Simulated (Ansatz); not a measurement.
## PtSe$_{2}$: a changed input and its effect

System: PtSe$_{2}$ (P-3m1, 3 atoms in the cell).
Method of run 1: DFT, PBE, plane waves, PAW, no spin polarisation (Ansatz 0.2.0).

The structure was built on a prototype by a generator. The geometry comes from this level: r2scan-rvv10. Text and figures count atoms from 1; the logs count them from 0 in places.

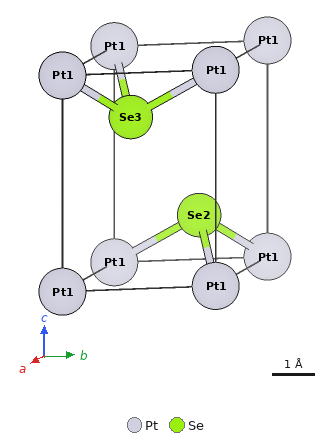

Fig. 1: The structure as given in the input (ball-and-stick view of the cell of the calculation, seen slightly off an axis; atoms are numbered from 1 in the order of the input).

### The input, run 1
```yaml
crystal:
  lattice:
    - [3.7286503858, 0.0, 0.0]
    - [-1.8643251929, 3.229105956, 0.0]
    - [0.0, 0.0, 5.2771564047]
  atoms:
    - { symbol: Pt, position: [0.0, 0.0, 0.0] }
    - { symbol: Se, position: [0.3333333333, 0.6666666667, 0.2462189036] }
    - { symbol: Se, position: [0.6666666667, 0.3333333333, 0.7537810964] }
kpoints:
  mp_grid: { grid: [6, 6, 4] }
hamiltonian:
  xc: pbe
scf:
  occupations: { method: fermi_dirac, width: 0.02 }
  n_extra_bands: 4
  mixing: { preconditioner: none }
output:
  forces: true
  stress: true
  eigenvalues: true
```

Command:
```bash
ansatz run input.yaml --threads 4 --pin off --max-ram 3686MiB --backend cpu --events-out ev --progress --plain --runs-dir out
```

Hardware: 4 threads of an x86-64 CPU, shared host.

### Output, shortened to warnings, some set-up lines, iterations and results (run 1)
```
Basis set: ecut = 420 eV, 1241 PW (Γ), exchange–correlation on 50×50×72 points (8 copies of the dense FFT grid, shifted against one another)
Symmetry: 12 space group operations
k-points: 24 of 144
Initial density: superposition of atomic densities (neutral atoms: chi_scale 0, normalization atom), corrected by the library's trained network
[...]
SCF iter   1: F=—  HF=-23462.313337 eV  |F-HF|=—  |Δ(HF+E_count)|=         —  Δρ=3.02e-3  dr2=4.22e-3  ethr=1.77e-3  ⟨swp⟩=6.4  Hψ=2679  notcnv=0
SCF iter   2: F=—  HF=-23462.315793 eV  |F-HF|=—  |Δ(HF+E_count)|=   2.46e-3  Δρ=2.18e-3  dr2=6.01e-3  ethr=8.44e-6  ⟨swp⟩=2.0  Hψ=1310  notcnv=0
SCF iter   3: F=—  HF=-23462.314963 eV  |F-HF|=—  |Δ(HF+E_count)|=   8.30e-4  Δρ=1.12e-3  dr2=6.96e-4  ethr=8.44e-6  ⟨swp⟩=2.0  Hψ=991  notcnv=0
SCF iter   4: F=—  HF=-23462.315008 eV  |F-HF|=—  |Δ(HF+E_count)|=   4.46e-5  Δρ=3.42e-4  dr2=3.12e-5  ethr=1.39e-6  ⟨swp⟩=2.0  Hψ=855  notcnv=0
SCF iter   5: F=—  HF=-23462.315000 eV  |F-HF|=—  |Δ(HF+E_count)|=   8.07e-6  Δρ=6.67e-5  dr2=9.51e-7  ethr=6.25e-8  ⟨swp⟩=2.0  Hψ=957  notcnv=0
SCF iter   6: F=-23462.315003 eV  HF=-23462.315003 eV  |F-HF|=1.24e-7  |Δ(HF+E_count)|=   2.65e-6  Δρ=1.40e-5  dr2=6.78e-8  ethr=2.00e-10  ⟨swp⟩=3.0  Hψ=2951  notcnv=0
SCF 1 converged in 6 iterations: F = -23462.315003 eV  dr2 = 6.78e-8
SCF converged after 6 iterations
Free energy (F): -23462.315003 eV
Harris-Foulkes:  -23462.315003 eV  (|F-HF|=1.24e-7)
Internal energy: -23462.314286 eV  (E = F + TS)
E sigma→0 (E₀):  -23462.314644 eV
Entropy (-TS):   -0.000717 eV (-0.239 meV/atom)
Fermi energy:    12.504033 eV
--- Per-component energies (eV) ---
  E_band       = -994.520430
  E_kinetic    = 874.468225
  E_local      = -7041.726892  (includes V_loc(G=0)·N_el)
  E_nonlocal   = -990.556951
  E_hartree    = 3258.131708
  E_xc         = -470.532221
  E_vxc        = -499.697722  (∫ρ·V_xc dr)
  E_paw        = -13277.871484  (= ΣΔE_a)
  E_vpaw       = 146.727667  (= ΣTr[D̂ρ^β])
  E_aug_tail   = -0.000945  (compensation charges beyond the density's cutoff)
  E_ewald      = -5814.225727
  E_smearing   = -0.000717  (= −TS)
  E_closure    = -0.000000  (closes the sum)
  Σ components = -23462.315003   (vs F -23462.315003, Δ=0.00e0)
--- Forces (eV/Å), atoms counted from 1 ---
  atom   1  Pt     0.00000000     0.00000000     0.00000000
  atom   2  Se     0.00000000    -0.00000000     0.17003567
  atom   3  Se    -0.00000000     0.00000000    -0.17003567
  max |Σ_I F_I| component: 5.78e-18 eV/Å
--- Stress (GPa, compression-positive) ---
        4.374617      -0.000000      -0.000000
       -0.000000       4.374617       0.000000
       -0.000000       0.000000       2.590880
  P = ⅓ Tr σ = 3.7800 GPa (37.800 kbar)
```

The input of run 2 differs as follows (lines with − go, lines with + come):
```diff
-  occupations: { method: fermi_dirac, width: 0.02 }
+  occupations: { method: cold, width: 0.2 }
-  mixing: { preconditioner: none }
```

Predict how the results change.

The energy of run 2 (smearing taken to zero) is 0.03 meV per atom higher, which comes mainly from the change of smearing; a solver setting shouldn't move a converged energy. The SCF takes 7 iterations against 6.

### Output, shortened to warnings, some set-up lines, iterations and results (run 2)
```
Basis set: ecut = 420 eV, 1241 PW (Γ), exchange–correlation on 50×50×72 points (8 copies of the dense FFT grid, shifted against one another)
Symmetry: 12 space group operations
k-points: 24 of 144
Initial density: superposition of atomic densities (neutral atoms: chi_scale 0, normalization atom), corrected by the library's trained network
[...]
SCF iter   1: F=—  HF=-23462.313601 eV  |F-HF|=—  |Δ(HF+E_count)|=         —  Δρ=2.92e-3  dr2=3.92e-3  ethr=1.77e-3  ⟨swp⟩=5.1  Hψ=2542  notcnv=0
SCF iter   2: F=—  HF=-23462.315123 eV  |F-HF|=—  |Δ(HF+E_count)|=   1.52e-3  S|Δr|=    0.00e0  Δρ=1.14e-3  dr2=7.37e-4  ethr=7.83e-6  ⟨swp⟩=2.0  Hψ=1118  notcnv=0
SCF iter   3: F=—  HF=-23462.315296 eV  |F-HF|=—  |Δ(HF+E_count)|=   1.73e-4  S|Δr|=    0.00e0  Δρ=6.68e-4  dr2=2.39e-4  ethr=1.47e-6  ⟨swp⟩=1.9  Hψ=803  notcnv=0
SCF iter   4: F=—  HF=-23462.315381 eV  |F-HF|=—  |Δ(HF+E_count)|=   8.53e-5  S|Δr|=    0.00e0  Δρ=1.03e-4  dr2=6.13e-6  ethr=4.78e-7  ⟨swp⟩=2.0  Hψ=962  notcnv=0
SCF iter   5: F=—  HF=-23462.315349 eV  |F-HF|=—  |Δ(HF+E_count)|=   3.23e-5  S|Δr|=    0.00e0  Δρ=3.54e-5  dr2=1.15e-6  ethr=1.23e-8  ⟨swp⟩=2.0  Hψ=1197  notcnv=0
SCF iter   6: F=—  HF=-23462.315350 eV  |F-HF|=—  |Δ(HF+E_count)|=   9.25e-7  S|Δr|=    0.00e0  Δρ=1.14e-5  dr2=1.00e-7  ethr=2.00e-10  ⟨swp⟩=3.0  Hψ=2866  notcnv=0
SCF iter   7: F=-23462.315350 eV  HF=-23462.315350 eV  |F-HF|=4.29e-8  |Δ(HF+E_count)|=   1.76e-7  S|Δr|=    0.00e0  Δρ=4.54e-6  dr2=1.36e-8  ethr=2.00e-10  ⟨swp⟩=4.8  …
SCF 1 converged in 7 iterations: F = -23462.315350 eV  dr2 = 1.36e-8
SCF converged after 7 iterations
Stability not checked: this state was not tested for a lower state beside it, because cold or Methfessel-Paxton smearing, or corrected tetrahedra, fill the levels in a way that the test cannot read (fill_not_monotonic; see scf.lower_state_search)
Free energy (F): -23462.315350 eV
Harris-Foulkes:  -23462.315350 eV  (|F-HF|=4.29e-8)
Internal energy: -23462.312991 eV  (E = F + TS)
E sigma→0 (E₀):  -23462.314564 eV
Entropy (-TS):   -0.002359 eV (-0.786 meV/atom)
Fermi energy:    12.467709 eV
--- Per-component energies (eV) ---
  E_band       = -994.556003
  E_kinetic    = 874.460319
  E_local      = -7041.707418  (includes V_loc(G=0)·N_el)
  E_nonlocal   = -990.539954
  E_hartree    = 3258.107483
  E_xc         = -470.525891
  E_vxc        = -499.689597  (∫ρ·V_xc dr)
  E_paw        = -13277.880858  (= ΣΔE_a)
  E_vpaw       = 146.709242  (= ΣTr[D̂ρ^β])
  E_aug_tail   = -0.000945  (compensation charges beyond the density's cutoff)
  E_ewald      = -5814.225727
  E_smearing   = -0.002359  (= −TS)
  E_closure    = 0.000000  (closes the sum)
  Σ components = -23462.315350   (vs F -23462.315350, Δ=0.00e0)
--- Forces (eV/Å), atoms counted from 1 ---
  atom   1  Pt     0.00000000    -0.00000000     0.00000000
  atom   2  Se     0.00000000    -0.00000000     0.18087366
  atom   3  Se    -0.00000000     0.00000000    -0.18087366
  max |Σ_I F_I| component: 2.78e-17 eV/Å
--- Stress (GPa, compression-positive) ---
        4.395271      -0.000000      -0.000000
       -0.000000       4.395271       0.000000
       -0.000000      -0.000000       2.529375
  P = ⅓ Tr σ = 3.7733 GPa (37.733 kbar)
```

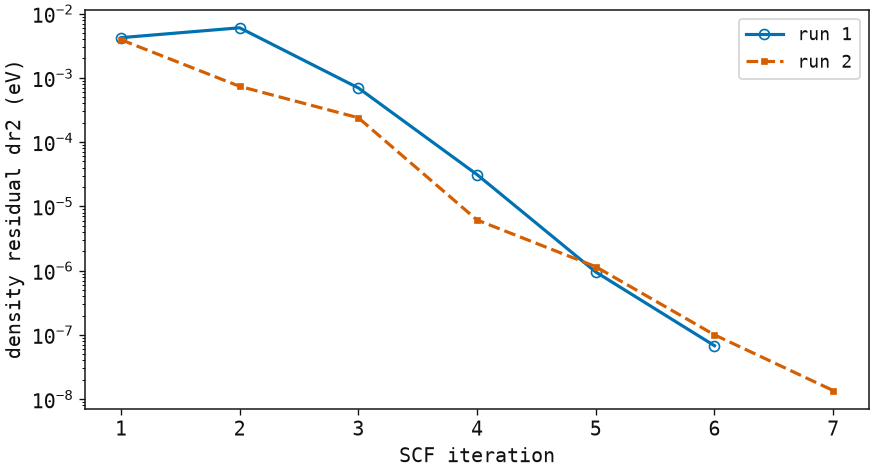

Fig. 2: Convergence of the two runs: density residual dr2 against the SCF iteration. Run 1 takes 6 iterations in all, and run 2 takes 7.

### The two runs side by side

| quantity | run 1 | run 2 |
| --- | --- | --- |
| outcome | converged | converged |
| free energy per atom (eV) | −7820.7717 | −7820.7718 |
| energy per atom, smearing taken to zero (eV) | −7820.7715 | −7820.7715 |
| gap on the mesh (eV) | 0.00 | 0.00 |
| pressure (GPa) | 3.78 | 3.77 |
| largest force (eV/Å) | 0.170 | 0.181 |
| SCF iterations | 6 | 7 |
| irreducible k-points | 24 | 24 |
| plane waves at Γ | 1241 | 1241 |
| wall time (shared host) | 5.8 s | 6.1 s |

For both runs: Spin–orbit coupling is left out, which matters for Pt.
